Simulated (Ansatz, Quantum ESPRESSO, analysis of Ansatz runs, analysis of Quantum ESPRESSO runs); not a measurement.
# Reproducing a measured local vibrational mode: U centre (hydride ion on a halide site) in LiF (Quantum ESPRESSO)

Aim: the local vibrational mode of the U centre (hydride ion on a halide site) in LiF, to be set beside the measurement. Set-up: PBE, JTH 2.0 PBE, 32-site cell, PBE lattice, k: 2x2x2 shifted, start relaxed with Ansatz. The model is a cell of 32 host atoms with 1 F taken out and 1 H put in. The frequencies come from force constants among the defect atom and its neighbours, with the masses of the isotopes named. Other potentials or another program check that the number doesn't hang on one set of files.

Measured beforehand: Threefold local mode of H-: 1024 cm⁻¹, by infrared absorption (4.2-77 K) (quoted in “Electronic Absorption and Internal and External Vibrational Data of Atomic and Molecular Ions Doped in Alkali Halide Crystals (NSRDS-NBS 52)”, 1974, S. C. Jain, A. V. R. Warrier, S. K. Agarwal, quoting earlier work (1969)). Threefold local mode of D-: 746 cm⁻¹, by infrared absorption (4.2-77 K) (quoted in “Electronic Absorption and Internal and External Vibrational Data of Atomic and Molecular Ions Doped in Alkali Halide Crystals (NSRDS-NBS 52)”, 1974, S. C. Jain, A. V. R. Warrier, S. K. Agarwal, quoting earlier work (1969)).

Program: Quantum ESPRESSO 7.5. Level of theory: Quantum ESPRESSO plane-wave DFT, PBE, JTH 2.0 PBE potentials; relaxation of all atoms of a defect supercell. Results are calculated unless marked as measured.

## (1) The structure

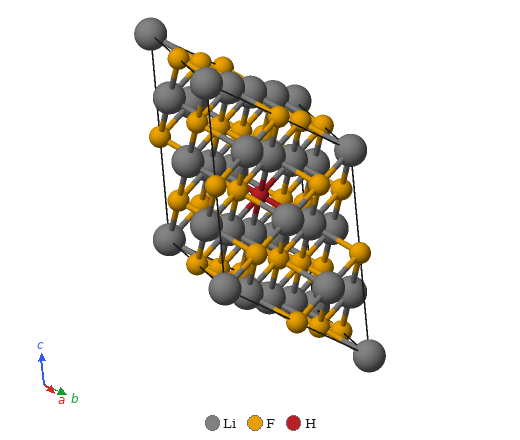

The starting structure, seen slightly off an axis (lithium grey, fluorine orange, hydrogen red). Some periodic images of atoms are drawn too.

The cell holds 32 atoms: 16 Li, 15 F and 1 H. Cell: a = 6.925 Å, b = 6.925 Å, c = 6.925 Å, α = 109.5°, β = 109.5°, γ = 109.5°. It derives from LiF (space group Fm-3m). Nearest the centre at fractional (0.500, 0.500, 0.500): H27 at 0.00 Å, Li16 at 2.00 Å, Li12 at 2.00 Å, Li15 at 2.00 Å, Li10 at 2.00 Å, Li7 at 2.00 Å, Li6 at 2.00 Å, F28 at 2.83 Å.

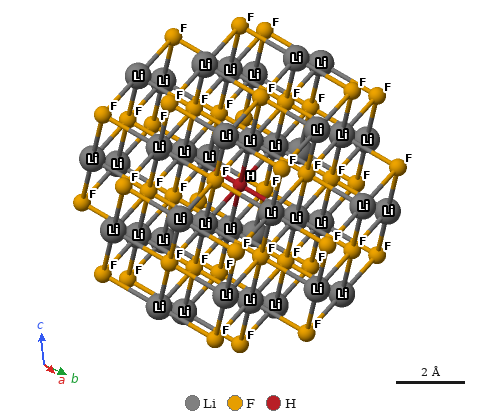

The atoms within 5 Å of the centre.

The host's primitive cell comes from a first run (Quantum ESPRESSO plane-wave DFT, PBE, JTH 2.0 PBE potentials; relaxation of cell and atoms of a defect-free cell): vectors of 2.827, 2.827 and 2.827 Å. That is 7.99 Å³ an atom, 2.2 % under the diffraction cell's volume. The supercell is built on it.

This program's steps are dear, so the start below was first relaxed with Ansatz (plane-wave PAW DFT, PBE; 2.6 s).

## (2) Relaxation, charge 0

Every later number rests on the structure around the defect, so the atoms are relaxed at the host's lattice first.

pw.in reads:

```
&CONTROL
  calculation = 'relax'
  prefix = 'pwscf'
  outdir = './tmp'
  pseudo_dir = './pseudo'
  tprnfor = .true.
  disk_io = 'low'
  nstep = 70
  forc_conv_thr = 0.00039
  etot_conv_thr = 0.0001
/
&SYSTEM
  ibrav = 0
  nat = 32
  ntyp = 3
  ecutwfc = 40
  ecutrho = 240
  nbnd = 81
  occupations = 'smearing'
  smearing = 'fd'
  degauss = 0.00073499
/
&ELECTRONS
  conv_thr = 3d-08
  electron_maxstep = 100
  mixing_beta = 0.5
/
&IONS
  ion_dynamics = 'bfgs'
/
ATOMIC_SPECIES
Li     6.9400 Li.GGA_PBE-JTH.UPF
F     18.9984 F.GGA_PBE-JTH.UPF
H      1.0080 H.GGA_PBE-JTH.UPF
CELL_PARAMETERS angstrom
  -3.9984124105    3.9984124105    3.9984124105
   3.9984124105   -3.9984124105    3.9984124105
   3.9984124105    3.9984124105   -3.9984124105
ATOMIC_POSITIONS crystal
Li     0.0000000000    0.0000000000    0.0000000000
Li     0.0000000000    0.2500000000    0.7500000000
Li     0.0000000000    0.5000000000    0.5000000000
Li     0.0000000000    0.7500000000    0.2500000000
Li     0.2500000000    0.0000000000    0.7500000000
Li     0.2500000000    0.2500000000    0.5000000000
Li     0.2500000000    0.5000000000    0.2500000000
Li     0.2500000000    0.7500000000    0.0000000000
Li     0.5000000000    0.0000000000    0.5000000000
Li     0.5000000000    0.2500000000    0.2500000000
Li     0.5000000000    0.5000000000    0.0000000000
Li     0.5000000000    0.7500000000    0.7500000000
Li     0.7500000000    0.0000000000    0.2500000000
Li     0.7500000000    0.2500000000    0.0000000000
Li     0.7500000000    0.5000000000    0.7500000000
Li     0.7500000000    0.7500000000    0.5000000000
F      0.0000000000    0.0000000000    0.5000000000
F      0.0000000000    0.2500000000    0.2500000000
F      0.0000000000    0.5000000000    0.0000000000
F      0.0000000000    0.7500000000    0.7500000000
F      0.2500000000    0.0000000000    0.2500000000
F      0.2500000000    0.2500000000    0.0000000000
F      0.2500000000    0.5000000000    0.7500000000
F      0.2500000000    0.7500000000    0.5000000000
F      0.5000000000    0.0000000000    0.0000000000
F      0.5000000000    0.2500000000    0.7500000000
H      0.5000000000    0.5000000000    0.5000000000
F      0.5000000000    0.7500000000    0.2500000000
F      0.7500000000    0.0000000000    0.7500000000
F      0.7500000000    0.2500000000    0.5000000000
F      0.7500000000    0.5000000000    0.2500000000
F      0.7500000000    0.7500000000    0.0000000000
K_POINTS automatic
2 2 2 1 1 1
```

On the command line:

```
$ OMP_NUM_THREADS=1 mpirun -n 4 pw.x -nk 2 -in pw.in > pw.out
```

Log:

```text
This program is part of the open-source Quantum ESPRESSO suite
     for quantum simulation of materials; please cite
         "P. Giannozzi et al., J. Phys.:Condens. Matter 21 395502 (2009);
         "P. Giannozzi et al., J. Phys.:Condens. Matter 29 465901 (2017);
         "P. Giannozzi et al., J. Chem. Phys. 152 154105 (2020);
          URL
     in publications or presentations arising from this work. More details at

     file Li.GGA_PBE-JTH.UPF: wavefunction(s)  1S 2S 0S 2P 0P renormalized
     file F.GGA_PBE-JTH.UPF: wavefunction(s)  0S 2P 0P renormalized
     file H.GGA_PBE-JTH.UPF: wavefunction(s)  1S 0S 0P renormalized
     Message from routine setup:
     using ibrav=0 with symmetry is DISCOURAGED, use correct ibrav instead

     K-points division:     npool     =       2
     Subspace diagonalization in iterative solution of the eigenvalue problem:
     a serial algorithm will be used

     --------------------
     sticks:   dense  smooth     PW     G-vecs:    dense   smooth      PW
     Min        1546    1030    285                54238    29399    4342
     Max        1547    1031    286                54239    29400    4343
     Sum        3093    2061    571               108477    58799    8685

     Using Slab Decomposition

     bravais-lattice index     =            0
     lattice parameter (alat)  =      13.0872  a.u.
     unit-cell volume          =    1725.5174 (a.u.)^3
     number of atoms/cell      =           32
     number of atomic types    =            3
     number of electrons       =       154.00
     number of Kohn-Sham states=           81
     kinetic-energy cutoff     =      40.0000  Ry
     charge density cutoff     =     240.0000  Ry
     scf convergence threshold =      3.0E-08
     mixing beta               =       0.5000
     number of iterations used =            8  plain     mixing
     energy convergence thresh.=      1.0E-04
     force convergence thresh. =      3.9E-04
     Exchange-correlation= SLA PW PBX PBC
                           (   1   4   3   4   0   0   0)
     nstep                     =           70

     celldm(1)=  13.087210  celldm(2)=   0.000000  celldm(3)=   0.000000
     celldm(4)=   0.000000  celldm(5)=   0.000000  celldm(6)=   0.000000

     crystal axes: (cart. coord. in units of alat)
               a(1) = (  -0.577350   0.577350   0.577350 )
               a(2) = (   0.577350  -0.577350   0.577350 )
               a(3) = (   0.577350   0.577350  -0.577350 )

     reciprocal axes: (cart. coord. in units 2 pi/alat)
               b(1) = ( -0.000000  0.866025  0.866025 )
               b(2) = (  0.866025 -0.000000  0.866025 )
               b(3) = (  0.866025  0.866025  0.000000 )

     PseudoPot. # 1 for Li read from file:
     Li.GGA_PBE-JTH.UPF
     Pseudo is Projector augmented-wave + core cor, Zval =  3.0
     Generated using ATOMPAW code
     Shape of augmentation charge: BESSEL
     Using radial grid of  865 points,  5 beta functions with:
                l(1) =   0
                l(2) =   0
                l(3) =   0
                l(4) =   1
                l(5) =   1
     Q(r) pseudized with 0 coefficients

     PseudoPot. # 2 for F  read from file:
     F.GGA_PBE-JTH.UPF
     Pseudo is Projector augmented-wave + core cor, Zval =  7.0
     Generated using ATOMPAW code
     Shape of augmentation charge: SINC**2
     Using radial grid of  953 points,  4 beta functions with:
                l(1) =   0
                l(2) =   0
                l(3) =   1
                l(4) =   1
     Q(r) pseudized with 0 coefficients

     PseudoPot. # 3 for H  read from file:
     H.GGA_PBE-JTH.UPF
     Pseudo is Projector augmented-wave + core cor, Zval =  1.0
     Generated using ATOMPAW code
     Shape of augmentation charge: SINC**2
     Using radial grid of  777 points,  3 beta functions with:
                l(1) =   0
                l(2) =   0
                l(3) =   1
     Q(r) pseudized with 0 coefficients

     atomic species   valence    mass     pseudopotential
     Li                3.00     6.94000     Li( 1.00)
     F                 7.00    18.99840     F ( 1.00)
     H                 1.00     1.00800     H ( 1.00)

     48 Sym. Ops., with inversion, found (36 have fractional translation)

   Cartesian axes

     site n.     atom                  positions (alat units)
         1        Li     tau(   1) = (   0.0000000   0.0000000   0.0000000  )
         2        Li     tau(   2) = (   0.5773503   0.2886751  -0.2886751  )
         3        Li     tau(   3) = (   0.5773503   0.0000000   0.0000000  )
         4        Li     tau(   4) = (   0.5773503  -0.2886751   0.2886751  )
         5        Li     tau(   5) = (   0.2886751   0.5773503  -0.2886751  )
         6        Li     tau(   6) = (   0.2886751   0.2886751   0.0000000  )
         7        Li     tau(   7) = (   0.2886751   0.0000000   0.2886751  )
         8        Li     tau(   8) = (   0.2886751  -0.2886751   0.5773503  )
         9        Li     tau(   9) = (   0.0000000   0.5773503   0.0000000  )
        10        Li     tau(  10) = (   0.0000000   0.2886751   0.2886751  )
        11        Li     tau(  11) = (   0.0000000   0.0000000   0.5773503  )
        12        Li     tau(  12) = (   0.5773503   0.2886751   0.2886751  )
        13        Li     tau(  13) = (  -0.2886751   0.5773503   0.2886751  )
        14        Li     tau(  14) = (  -0.2886751   0.2886751   0.5773503  )
        15        Li     tau(  15) = (   0.2886751   0.5773503   0.2886751  )
        16        Li     tau(  16) = (   0.2886751   0.2886751   0.5773503  )
        17        F      tau(  17) = (   0.2886751   0.2886751  -0.2886751  )
        18        F      tau(  18) = (   0.2886751   0.0000000   0.0000000  )
        19        F      tau(  19) = (   0.2886751  -0.2886751   0.2886751  )
        20        F      tau(  20) = (   0.8660254   0.0000000   0.0000000  )
        21        F      tau(  21) = (   0.0000000   0.2886751   0.0000000  )
        22        F      tau(  22) = (   0.0000000   0.0000000   0.2886751  )
        23        F      tau(  23) = (   0.5773503   0.2886751   0.0000000  )
        24        F      tau(  24) = (   0.5773503   0.0000000   0.2886751  )
        25        F      tau(  25) = (  -0.2886751   0.2886751   0.2886751  )
        26        F      tau(  26) = (   0.2886751   0.5773503   0.0000000  )
        27        H      tau(  27) = (   0.2886751   0.2886751   0.2886751  )
        28        F      tau(  28) = (   0.2886751   0.0000000   0.5773503  )
        29        F      tau(  29) = (   0.0000000   0.8660254   0.0000000  )
[...]
energy             new  =   -1136.4562153666 Ry

     CASE: energy            _new < energy            _old

     new trust radius        =       0.0011783998 bohr
     new conv_thr            =       0.0000000003 Ry

ATOMIC_POSITIONS (crystal)
[...]
NEW-OLD atomic charge density approx. for the potential

     Self-consistent Calculation

     iteration #  1     ecut=    40.00 Ry     beta= 0.50
[...]
Threshold (ethr) on eigenvalues was too large:
     Diagonalizing with lowered threshold

[...]
total energy              =   -1136.45622350 Ry
     estimated scf accuracy    <       0.00000186 Ry

     iteration #  2     ecut=    40.00 Ry     beta= 0.50
[...]
total energy              =   -1136.45622378 Ry
     estimated scf accuracy    <       0.00000006 Ry

     iteration #  3     ecut=    40.00 Ry     beta= 0.50
[...]
total energy              =   -1136.45622381 Ry
     estimated scf accuracy    <          3.4E-09 Ry

     iteration #  4     ecut=    40.00 Ry     beta= 0.50
     Davidson diagonalization with overlap
     ethr =  2.21E-12,  avg # of iterations =  3.0

     total energy              =   -1136.45622381 Ry
     estimated scf accuracy    <          7.1E-10 Ry

     iteration #  5     ecut=    40.00 Ry     beta= 0.50
     Davidson diagonalization with overlap
     ethr =  4.59E-13,  avg # of iterations =  3.5

     End of self-consistent calculation

          k = 0.4330 0.4330 0.4330 (  7416 PWs)   bands (ev):

[...]
12.3492

          k = 0.0000 0.0000 0.4330 (  7359 PWs)   bands (ev):

[...]
12.3608

     the Fermi energy is     5.9050 ev

!    total energy              =   -1136.45622381 Ry
     total all-electron energy =     -1136.456224 Ry
     estimated scf accuracy    <          6.8E-11 Ry
     smearing contrib. (-TS)   =       0.00000000 Ry
     internal energy E=F+TS    =   -1136.45622381 Ry

     The total energy is F=E-TS. E is the sum of the following terms:
     one-electron contribution =    -433.49647813 Ry
     hartree contribution      =     258.53092564 Ry
     xc contribution           =    -192.15521677 Ry
     ewald contribution        =    -612.61815052 Ry
     one-center paw contrib.   =    -156.71730403 Ry

     convergence has been achieved in   5 iterations

     Forces acting on atoms (cartesian axes, Ry/au):

[...]
Total force =     0.001461     Total SCF correction =     0.000029
     Energy error            =      8.4E-06 Ry
     Gradient error          =      4.1E-04 Ry/Bohr

     number of scf cycles    =   4
     number of bfgs steps    =   3

     energy             old  =   -1136.4562153666 Ry
     energy             new  =   -1136.4562238089 Ry

     CASE: energy            _new < energy            _old

     new trust radius        =       0.0017675997 bohr
     new conv_thr            =       0.0000000003 Ry

ATOMIC_POSITIONS (crystal)
[...]
NEW-OLD atomic charge density approx. for the potential

     Self-consistent Calculation

     iteration #  1     ecut=    40.00 Ry     beta= 0.50
     Davidson diagonalization with overlap
     ethr =  1.00E-06,  avg # of iterations =  2.0

     Threshold (ethr) on eigenvalues was too large:
     Diagonalizing with lowered threshold

     Davidson diagonalization with overlap
     ethr =  1.99E-09,  avg # of iterations =  2.0

     total energy              =   -1136.45623072 Ry
     estimated scf accuracy    <       0.00000374 Ry

     iteration #  2     ecut=    40.00 Ry     beta= 0.50
     Davidson diagonalization with overlap
     ethr =  2.43E-09,  avg # of iterations =  2.0

     total energy              =   -1136.45623131 Ry
     estimated scf accuracy    <       0.00000013 Ry

     iteration #  3     ecut=    40.00 Ry     beta= 0.50
     Davidson diagonalization with overlap
     ethr =  8.54E-11,  avg # of iterations =  2.5

     total energy              =   -1136.45623136 Ry
     estimated scf accuracy    <          7.2E-09 Ry

     iteration #  4     ecut=    40.00 Ry     beta= 0.50
     Davidson diagonalization with overlap
     ethr =  4.69E-12,  avg # of iterations =  3.0

     total energy              =   -1136.45623137 Ry
     estimated scf accuracy    <          1.5E-09 Ry

     iteration #  5     ecut=    40.00 Ry     beta= 0.50
     Davidson diagonalization with overlap
     ethr =  9.86E-13,  avg # of iterations =  3.5

     End of self-consistent calculation

          k = 0.4330 0.4330 0.4330 (  7416 PWs)   bands (ev):

[...]
12.3474

          k = 0.0000 0.0000 0.4330 (  7359 PWs)   bands (ev):

[...]
-19.0102 -18.7628 -18.7628 -18.7601 -18.7185 -18.6590 -18.6589 -18.6589
   -18.5788 -18.5148 -18.4934 -18.4934 -18.4907 -18.4231 -18.4048  -1.8467
    -1.8467  -1.6997  -1.4460  -1.3939  -1.3611  -1.3611  -1.1460  -1.1316
    -1.1316  -1.1050  -1.0073  -1.0048  -0.8912  -0.8912  -0.7518  -0.6153
    -0.6080  -0.6080  -0.3291  -0.3291  -0.0063   0.0597   0.0597   0.0704
     0.1331   0.1356   0.1999   0.1999   0.2252   0.2570   0.2636   0.2636
     0.3158   0.3724   0.5105   0.5105   0.5471   0.6196   0.6331   0.6331
     0.6773   0.6777   0.7410   0.7410   3.0213  10.7831  11.4493  11.4493
    12.3636

     the Fermi energy is     5.9072 ev

!    total energy              =   -1136.45623137 Ry
     total all-electron energy =     -1136.456231 Ry
     estimated scf accuracy    <          1.4E-10 Ry
     smearing contrib. (-TS)   =       0.00000000 Ry
     internal energy E=F+TS    =   -1136.45623137 Ry

     The total energy is F=E-TS. E is the sum of the following terms:
     one-electron contribution =    -433.37654364 Ry
     hartree contribution      =     258.47146022 Ry
     xc contribution           =    -192.15500189 Ry
     ewald contribution        =    -612.67879914 Ry
     one-center paw contrib.   =    -156.71734692 Ry

     convergence has been achieved in   5 iterations

     Forces acting on atoms (cartesian axes, Ry/au):

[...]
atom   25 type  2   force =     0.00000000   -0.00000000    0.00000000
     atom   26 type  2   force =     0.00000000   -0.00004274    0.00004274
     atom   27 type  3   force =     0.00000000    0.00000000   -0.00000000
     atom   28 type  2   force =    -0.00000000    0.00004274   -0.00004274
     atom   29 type  2   force =    -0.00004274    0.00000000   -0.00004274
     atom   30 type  2   force =     0.00004274   -0.00004274   -0.00000000
     atom   31 type  2   force =     0.00004274    0.00000000   -0.00004274
     atom   32 type  2   force =    -0.00004274   -0.00004274    0.00000000

     Total force =     0.000793     Total SCF correction =     0.000040
     Energy error            =      7.6E-06 Ry
     Gradient error          =      3.1E-04 Ry/Bohr

     bfgs converged in   5 scf cycles and   4 bfgs steps
     (criteria: energy <  1.0E-04 Ry, force <  3.9E-04 Ry/Bohr)

     End of BFGS Geometry Optimization

     Final energy             =   -1136.4562313693 Ry

     File ./tmp/pwscf.bfgs deleted, as requested
Begin final coordinates

ATOMIC_POSITIONS (crystal)
[...]
F                0.5000000000        0.0000000000       -0.0000000000
F                0.5000000000        0.2502033758        0.7497966242
H                0.5000000000        0.5000000000        0.5000000000
F                0.5000000000        0.7497966242        0.2502033758
F                0.7497966242       -0.0004067515        0.7497966242
F                0.7497966242        0.2502033758        0.5000000000
F                0.7497966242        0.5000000000        0.2502033758
F                0.7497966242        0.7497966242       -0.0004067515
End final coordinates

=------------------------------------------------------------------------------=
   JOB DONE.
=------------------------------------------------------------------------------=
```

Elapsed: 51 s, on 4 MPI ranks of Arm Neoverse V1, shared host; peak memory 0.49 GiB.

Hardly anything moved in the relaxation; the energy changed by under 0.2 meV an atom.

Neighbours of H27 at the end:

```tsv
atom	distance (Å)
Li7	1.997
Li10	1.997
Li6	1.997
Li16	1.997
Li15	1.997
Li12	1.997
F23	2.825
F24	2.825
F31	2.825
F28	2.825
F30	2.825
F26	2.825
F18	2.825
F32	2.825
F20	2.825
F22	2.825
```

[end of part 1 of 2]

[Logs are printed without paths, hosts, clocks, repeated set-up lines and the standing remarks that a program may print on its own settings, such as how far it seeks lower states.]

[Hosts, paths, dates, database ids (printed as entryN), source tags and the programs' standing remarks are cut or masked in the printed files.]

[For some hosts the program warned that the k-mesh of the response run may be too coarse for force constants and the static dielectric constant; such warnings are not shown here.]
